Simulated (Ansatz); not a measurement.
H$_{3}$Ru$_{44}$O (slab)

```yaml
crystal:
  lattice:
    - [5.41200, 0.00000, 0.00000]
    - [2.70600, 4.68693, 0.00000]
    - [0.00000, 0.00000, 38.81000]
  atoms:
    - { symbol: Ru, position: [0.99984, 0.99984, 0.22445] }
    - { symbol: Ru, position: [0.16667, 0.16667, 0.27783] }
    - { symbol: Ru, position: [0.99976, 0.99976, 0.33325] }
    - { symbol: Ru, position: [0.16667, 0.16667, 0.38898] }
    - { symbol: Ru, position: [0.99972, 0.99972, 0.44442] }
    - { symbol: Ru, position: [0.16667, 0.16667, 0.49958] }
    - { symbol: Ru, position: [0.99977, 0.99977, 0.55514] }
    - { symbol: Ru, position: [0.16667, 0.16667, 0.61031] }
    - { symbol: Ru, position: [0.99987, 0.99987, 0.66657] }
    - { symbol: Ru, position: [0.16667, 0.16667, 0.72094] }
    - { symbol: Ru, position: [0.99579, 0.99579, 0.77741] }
    - { symbol: Ru, position: [0.99984, 0.50033, 0.22445] }
    - { symbol: Ru, position: [0.16683, 0.66659, 0.27776] }
    - { symbol: Ru, position: [0.99976, 0.50047, 0.33325] }
    - { symbol: Ru, position: [0.16657, 0.66671, 0.38894] }
    - { symbol: Ru, position: [0.99972, 0.50056, 0.44442] }
    - { symbol: Ru, position: [0.16636, 0.66682, 0.49980] }
    - { symbol: Ru, position: [0.99977, 0.50047, 0.55514] }
    - { symbol: Ru, position: [0.16522, 0.66739, 0.61077] }
    - { symbol: Ru, position: [0.99987, 0.50027, 0.66657] }
    - { symbol: Ru, position: [0.16242, 0.66879, 0.72154] }
    - { symbol: Ru, position: [0.99579, 0.50843, 0.77741] }
    - { symbol: Ru, position: [0.50033, 0.99984, 0.22445] }
    - { symbol: Ru, position: [0.66659, 0.16683, 0.27776] }
    - { symbol: Ru, position: [0.50047, 0.99976, 0.33325] }
    - { symbol: Ru, position: [0.66671, 0.16657, 0.38894] }
    - { symbol: Ru, position: [0.50056, 0.99972, 0.44442] }
    - { symbol: Ru, position: [0.66682, 0.16636, 0.49980] }
    - { symbol: Ru, position: [0.50047, 0.99977, 0.55514] }
    - { symbol: Ru, position: [0.66739, 0.16522, 0.61077] }
    - { symbol: Ru, position: [0.50027, 0.99987, 0.66657] }
    - { symbol: Ru, position: [0.66879, 0.16242, 0.72154] }
    - { symbol: Ru, position: [0.50843, 0.99579, 0.77741] }
    - { symbol: Ru, position: [0.50000, 0.50000, 0.22442] }
    - { symbol: Ru, position: [0.66659, 0.66659, 0.27776] }
    - { symbol: Ru, position: [0.50000, 0.50000, 0.33324] }
    - { symbol: Ru, position: [0.66671, 0.66671, 0.38894] }
    - { symbol: Ru, position: [0.50000, 0.50000, 0.44430] }
    - { symbol: Ru, position: [0.66682, 0.66682, 0.49980] }
    - { symbol: Ru, position: [0.50000, 0.50000, 0.55516] }
    - { symbol: Ru, position: [0.66739, 0.66739, 0.61077] }
    - { symbol: Ru, position: [0.50000, 0.50000, 0.66542] }
    - { symbol: Ru, position: [0.66879, 0.66879, 0.72154] }
    - { symbol: Ru, position: [0.50000, 0.50000, 0.77555] }
    - { symbol: O, position: [0.16667, 0.16667, 0.80803] }
    - { symbol: H, position: [0.65636, 0.18728, 0.80382] }
    - { symbol: H, position: [0.18728, 0.65636, 0.80382] }
    - { symbol: H, position: [0.65636, 0.65636, 0.80382] }
```

Computed without spin polarisation.

Level of theory: DFT PBE, scalar-relativistic, plane waves, PAW (Ansatz).

What will maps of the valence pseudo-density and electron localisation function show?

Answer. Ru–Ru (2.71 Å): the density is about 0.39 e/Å³ at the midpoint; the ELF is about 0.30 at the midpoint.

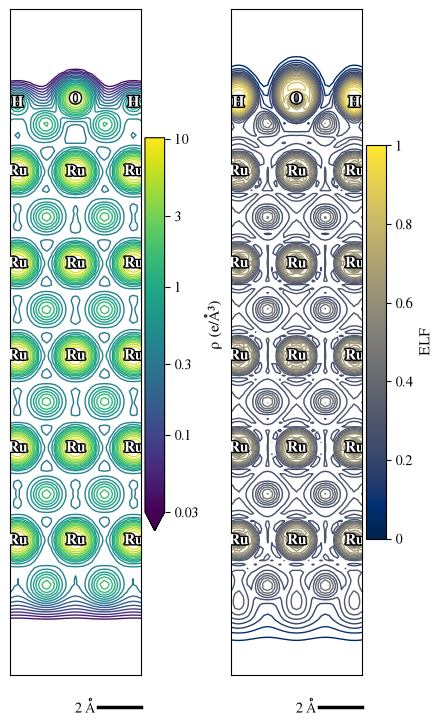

Computed valence pseudo-density and electron localisation function on the (110) plane of the calculation cell, a cut from vacuum to vacuum, in this order. Atoms just off the plane (Ru, 0.8 Å away) can leave unmarked features too.

In a PAW calculation such maps are meaningful between the atoms, not at the nuclei.
